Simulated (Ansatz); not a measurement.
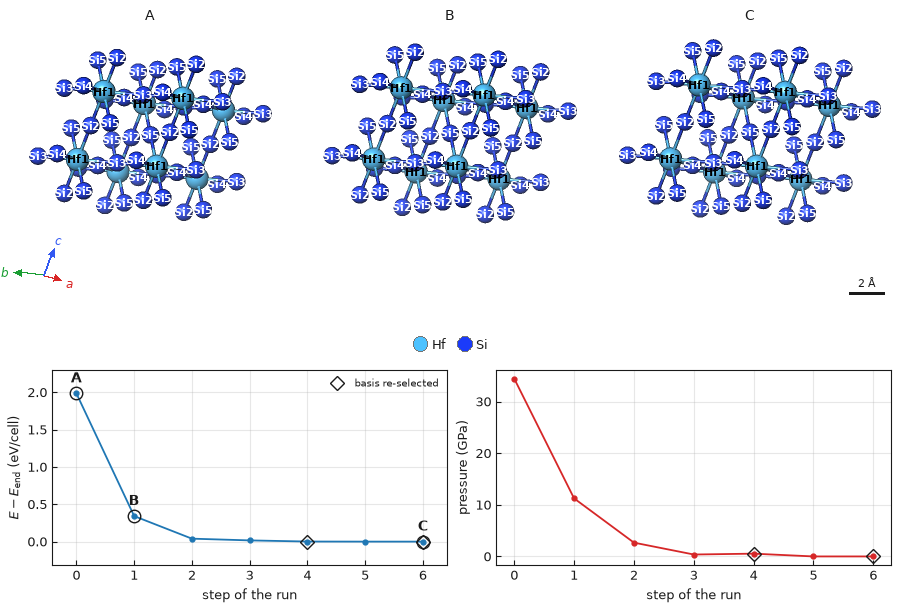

Frames of a relaxation of a crystal of HfSi4 (a generated structure, set up in Im-3m) (coarse preliminary run), marked on the history of the run. The picture is a ball-and-stick view of the cell of the calculation, seen from a free direction.

Level of theory: DFT PBE, scalar-relativistic, plane waves, PAW in Ansatz.

The input:
```yaml
crystal:
  lattice:
    - [-2.69899567, 2.69899567, 2.69899567]
    - [2.69899567, -2.69899567, 2.69899567]
    - [2.69899567, 2.69899567, -2.69899567]
  atoms:
    - { symbol: Hf, position: [0.0, 0.0, 0.0] }
    - { symbol: Si, position: [0.0, 0.0, 0.5] }
    - { symbol: Si, position: [0.0, 0.5, 0.0] }
    - { symbol: Si, position: [0.5, 0.0, 0.0] }
    - { symbol: Si, position: [0.5, 0.5, 0.5] }
basis:
  ecutwfc: 420
kpoints:
  mp_grid: { grid: [4, 4, 4] }
hamiltonian:
  xc: pbe
scf:
  occupations: { method: gaussian, width: 0.1 }
  lower_state_search: "off"
output:
  forces: true
  stress: true
  eigenvalues: true
relax:
  adjacent_minimum: "off"
  f_tol: 0.04
  max_steps: 70
  cell: { stress_tol: 0.4 }
```

Run as
```bash
ansatz run input.yaml --threads 1 --pin off --max-ram 2560MiB --backend cpu --events-out ev --progress --plain --runs-dir out
```

Question: What happens along the run?

Answer: The atoms keep their places relative to the cell (all moves are under 0.005 Å). The volume changes by +28.7 %, with a = b = c 4.675 → 5.084 Å (+8.8 %). Among the contacts that change: Hf1–Si2 2.337 → 2.542 Å. The space group stays Im-3m (No. 229). The energy falls by 1.985 eV per cell of the calculation in 4 accepted moves (6 points after the start). All forces vanish by symmetry, so only the cell relaxes. The pressure goes from 34.44 to 0.01 GPa. At 2 points the geometry stayed and the basis and grid were re-selected for the new cell (energy shift of 15.3 meV per cell of the calculation at most each time). From step 0 to 1: volume +15.3 %, energy −1.643 eV per cell of the calculation. From step 1 to 6: volume +11.5 %, energy −0.342 eV per cell of the calculation.

| step | E − E(0), meV/atom | pressure, GPa | volume, Å³/atom | note |
| --- | --- | --- | --- | --- |
| 0 | 0.00 | 34.44 | 15.729 |  |
| 1 | -328.51 | 11.25 | 18.143 |  |
| 2 | -389.00 | 2.68 | 19.600 |  |
| 3 | -393.65 | 0.38 | 20.105 |  |
| 4 | -396.71 | 0.55 | 20.105 | same geometry, new basis |
| 5 | -396.91 | 0.01 | 20.235 |  |
| 6 | -396.93 | 0.01 | 20.235 | same geometry, new basis |
